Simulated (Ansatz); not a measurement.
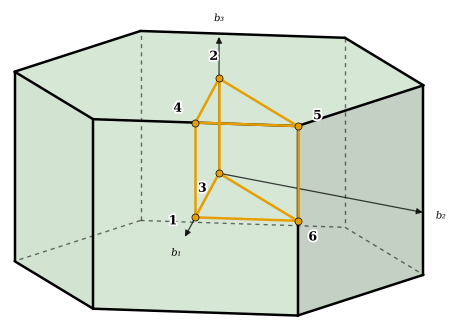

The first Brillouin zone of a primitive hexagonal lattice (hP; extended symbol hP2) is drawn with its special points numbered. Crystal: Ru, the geometry relaxed with DFT PBEsol, scalar-relativistic, plane waves, PAW in Ansatz 0.2.0; the starting structure was generated, so it need not be a known form of this composition. The drawing is computed from the coordinates (standard cell, symmetry found to 0.002 Å).

a = 2.690 Å, b = 2.690 Å, c = 4.252 Å, α = 90.00°, β = 90.00°, γ = 120.00°.

Labels and path follow the convention of Hinuma et al. (2017), as computed by seekpath; the arrows show the directions of the reciprocal primitive vectors b₁, b₂, b₃, in which coordinates are given.

Question: Give the label and coordinates of each numbered point.

Answer:
```tsv
no.	label	coordinates
1	M	(1/2, 0, 0)
2	A	(0, 0, 1/2)
3	Γ	(0, 0, 0)
4	L	(1/2, 0, 1/2)
5	H	(1/3, 1/3, 1/2)
6	K	(1/3, 1/3, 0)
```
